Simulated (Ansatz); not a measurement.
System: I.

```yaml
crystal:
  lattice:
    - [1.41864, 0.00000, 4.51737]
    - [0.00000, -7.26858, 0.00000]
    - [1.66807, 0.00000, -2.41857]
  atoms:
    - { symbol: I, position: [0.00000, 0.50000, 0.50000] }
    - { symbol: I, position: [0.50000, 0.00000, 0.50000] }
```

Space group C2/m; a structure from a database of computed crystals, not necessarily the ambient phase.

The calculation used Ansatz 0.2.0, DFT PBE+D3(BJ), spin-orbit coupling, plane waves, PAW.

Question: Predict the valence pseudo-density and electron localisation function between the atoms.

Answer: I–I (2.94 Å): ρ is about 0.31 e/Å³ halfway; the ELF is about 0.40 at the midpoint.

Question: Metal or insulator at this level of theory?

Answer: It is gapless in this calculation (a metal or semimetal).

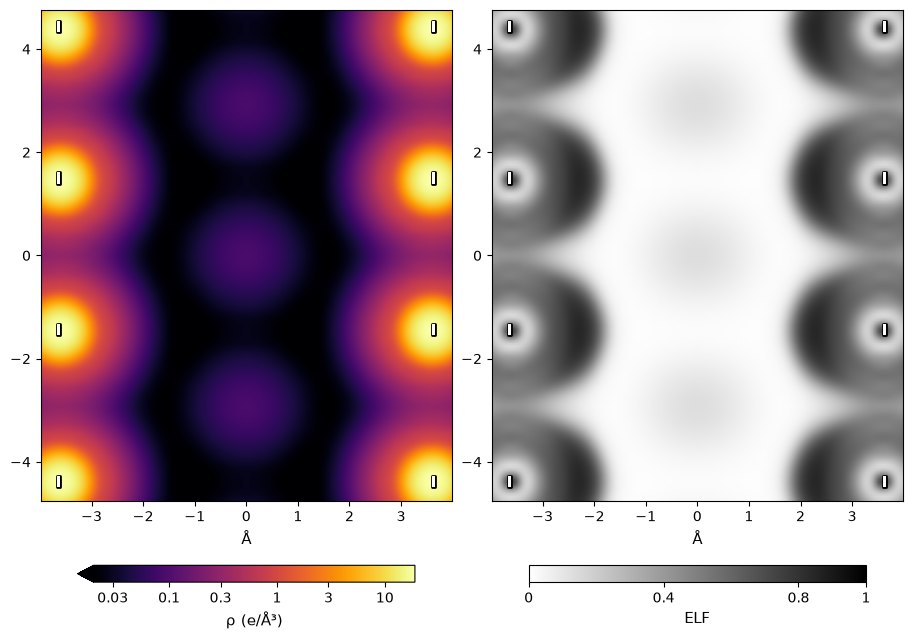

Computed valence pseudo-density and electron localisation function on the (100) plane of the conventional cell, in this order. 

Core electrons are frozen (PAW), and the valence fields are smoothed inside the atomic spheres.
